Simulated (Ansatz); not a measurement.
```
Al O
1.0
     4.75864    0.00000    0.00000
    -2.37932    4.12111    0.00000
     0.00000    0.00000   12.99538
Al O
12 18
Cartesian
  2.3793 1.3737 2.4073
  0.0000 2.7474 6.7391
  0.0000 0.0000 11.0709
  0.0000 2.7474 4.0904
  0.0000 0.0000 8.4222
  2.3793 1.3737 12.7539
  0.0000 0.0000 1.9245
  2.3793 1.3737 6.2562
  0.0000 2.7474 10.5881
  0.0000 2.7474 0.2415
  0.0000 0.0000 4.5732
  2.3793 1.3737 8.9050
  3.8372 1.3737 1.0829
  1.4579 2.7474 5.4148
  1.4579 0.0000 9.7465
  1.6504 2.6363 1.0829
  -0.7290 4.0100 5.4148
  -0.7290 1.2626 9.7465
  1.6504 0.1111 1.0829
  -0.7289 1.4848 5.4148
  1.6504 2.8585 9.7465
  3.3007 0.0000 3.2488
  0.9214 1.3737 7.5806
  -1.4579 2.7474 11.9125
  -1.6504 2.8585 3.2488
  3.1083 0.1111 7.5806
  0.7289 1.4848 11.9125
  0.7290 1.2626 3.2488
  3.1083 2.6363 7.5806
  0.7290 4.0100 11.9125
```

Space group R-3c; started from the measured structure prototype, which need not be the ambient phase.

Level of theory: DFT, r2SCAN, plane waves, PAW (Ansatz).

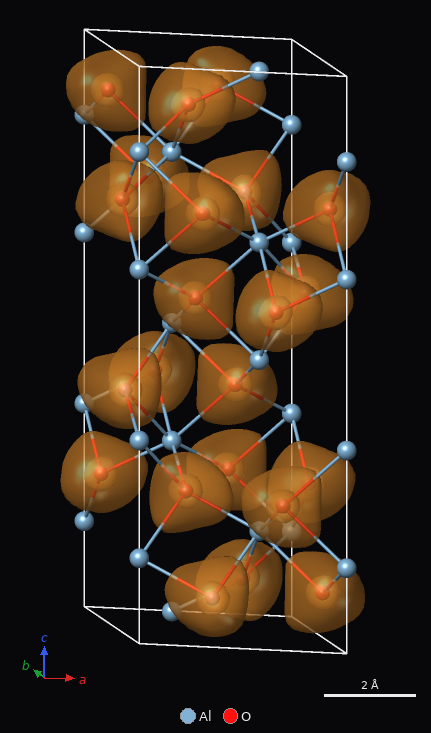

Al$_{2}$O$_{3}$. Isosurface of the electron localisation function at 0.7 (orange), seen slightly off an axis. Only the valence region is drawn (cores and ρ < 0.01 e/Å³ removed). Sticks mark near contacts.

### What do the ELF domains correspond to?

The surface consists of 18 regions on O in which the atom's valence shell and bonds are merged, counted in one cell of 30 atoms. Regions shared between cells count once.

Values along the shortest contacts:
Al–O (1.86 Å): the ELF peaks at about 0.85 in the valence shell of O, 0.7 Å from its nucleus, and is about 0.80 at the midpoint. Al–O (1.97 Å): the ELF peaks at about 0.85 in the valence shell of O, 0.7 Å from its nucleus, and is about 0.80 at the midpoint.

### Metal or insulator at this level of theory?

It is gapped, with a Kohn–Sham gap of 7.1 eV on the k-point mesh, an upper bound to the gap of this method.
